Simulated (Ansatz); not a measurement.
**Se: densities and their changes**

Space group P3_121; not relaxed (largest force 0.4 eV/Å); the calculation finds a residual pressure of about 3 GPa at this fixed cell.

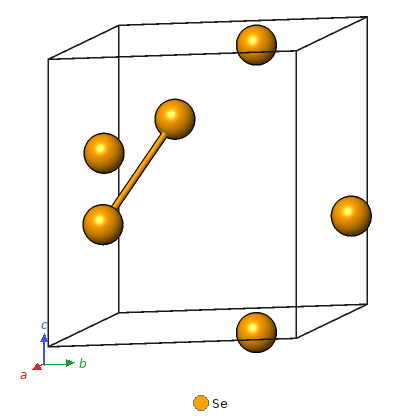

The conventional cell.

```xyz
3
Lattice="4.3662 0.0000 0.0000 -2.1831 3.7812 0.0000 0.0000 0.0000 4.9536" Properties=species:S:1:pos:R:3 pbc="T T T"
Se    0.9841    0.0000    1.6512
Se   -0.4921    0.8523    3.3024
Se    1.6910    2.9289    0.0000
```

All numbers below come from DFT PBE, scalar-relativistic, plane waves, PAW (Ansatz).

Core electrons are frozen (PAW), so the maps are meaningful between the atoms, not at the nuclei.

### 1. Bonding charge

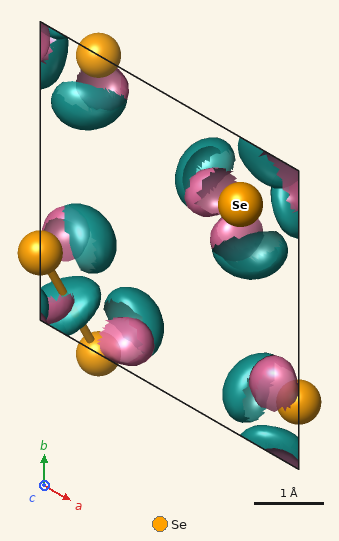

Density of the crystal less the sum of free-atom densities: teal surfaces at +0.05 and pink ones at −0.05 e/Å³, in the conventional cell seen along the c axis (the regions close to the nuclei are left out). Cores are masked to 0.8 Å (Se).

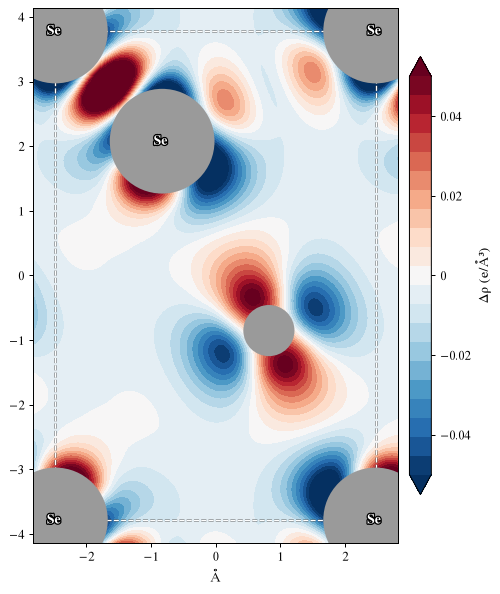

The same field as a map on the (110) plane of the conventional cell, with grey discs over the atomic cores.

What does the deformation density say about the bonding?

Answer. Se–Se (2.37 Å): Δρ is +0.11 e/Å³ at the midpoint, where it peaks: covalent bond charge. Over the whole cell, outside the masked cores, the largest gain, 0.11 e/Å³, lies 1.2 Å from a selenium nucleus, and the largest loss lies at the edge of the masked core of Se. The rearranged charge, half the integral of |Δρ|, is about 0.20 e an atom.

### 2. One group of states

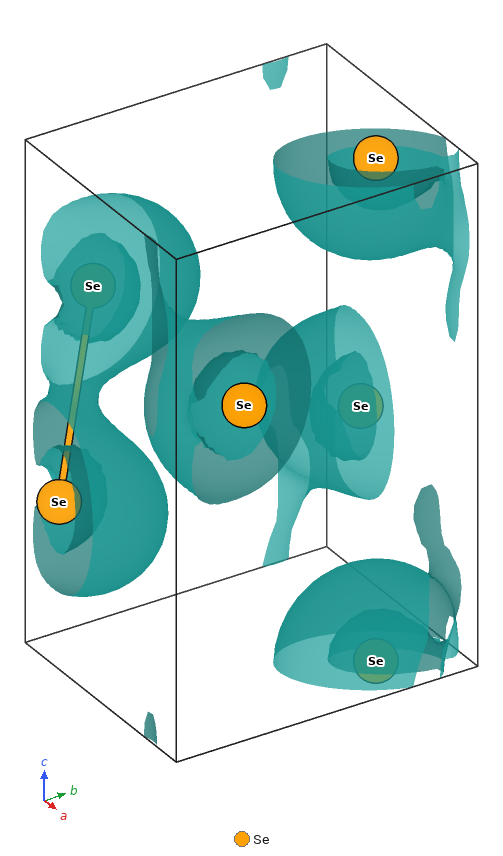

Density of the Kohn–Sham states from −5.9 to 0.0 eV about the valence-band maximum (the whole upper valence band), scaled to one electron a cell: teal surface at 0.03 1/Å³, in the conventional cell seen slightly off an axis.

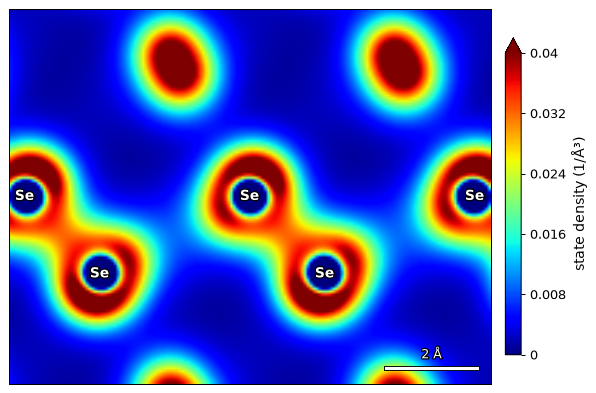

The same field as a map on the (110) plane of the conventional cell.

Describe these states.

Answer. Löwdin projections on the PAW files' atomic orbitals give Se 4p (95 %).
The group holds 12 electrons when full, in the cell of the calculation (3 atoms).

### 3. Change of volume

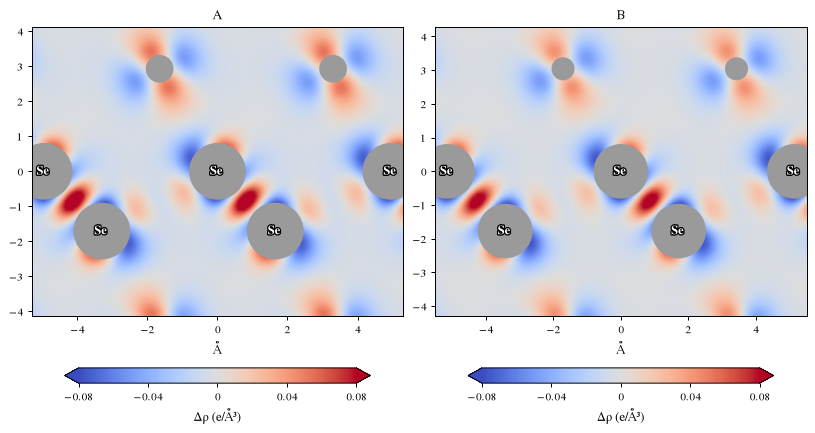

Se: deformation density on the (110) plane of the conventional cell at two volumes, with the same fractional coordinates and one colour scale. Grey discs cover the cores.

How do the two volumes compare, and how does the bonding charge respond?

Answer. B is the larger cell: B has 112 % of the volume of A.
From A to B, Se–Se goes from 2.37 to 2.46 Å, and Δρ at its midpoint from +0.11 to +0.1 e/Å³.
The pressure is 2.8 GPa in A and −2.7 GPa in B.
The rearranged charge is 0.20 e an atom in A and 0.21 e in B.
The scaled cell isn't relaxed: forces reach 0.6 eV/Å.

### 4. Moving an atom

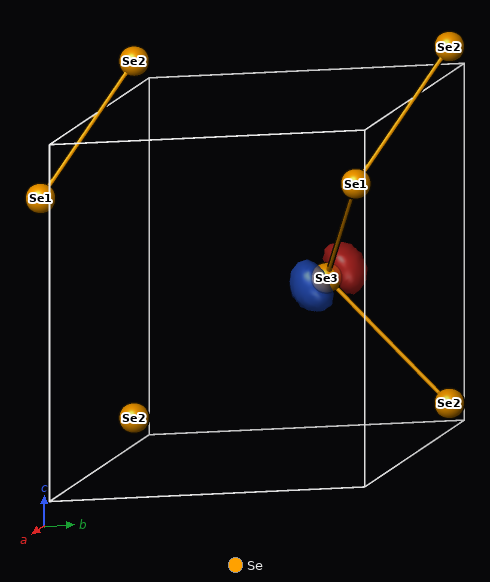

Se: one atom of the 3-atom cell (and its periodic copies) was moved a little. Density after less density before, blue at +1.5 and red at −1.5 e/Å³, seen slightly off an axis; cell a = 4.37 Å, b = 4.37 Å, c = 4.95 Å, α = 90.00°, β = 90.00°, γ = 120.00°. The lobes lie largely inside the PAW sphere, where the density is a smoothed one.

Not relaxed before the move (largest force 0.4 eV/Å).

Which atom moved, and which way?

Answer. Se3 moved towards the blue lobe, down and to the left in the picture. In the run the shift was 0.05 Å roughly along [0 −2 −1] in the axes of the cell drawn.

What restoring force does the calculation give for this move?

Answer. The force on it changes by 0.18 eV/Å along the move, against it: a stiffness of about 3.6 eV/Å² for this sublattice shift.

### 5. Putting it together

The two pressures give a mean stiffness −ΔP/Δln V of about 49 GPa over this range, with the atoms held at their fractional positions.

Run times: 54 s (base cell), 21 s (state densities), 60 s (scaled cell) and 94 s (moved atom), on 1 thread of AMD EPYC 7R43 64-Core Processor (Zen 3), on a shared host.
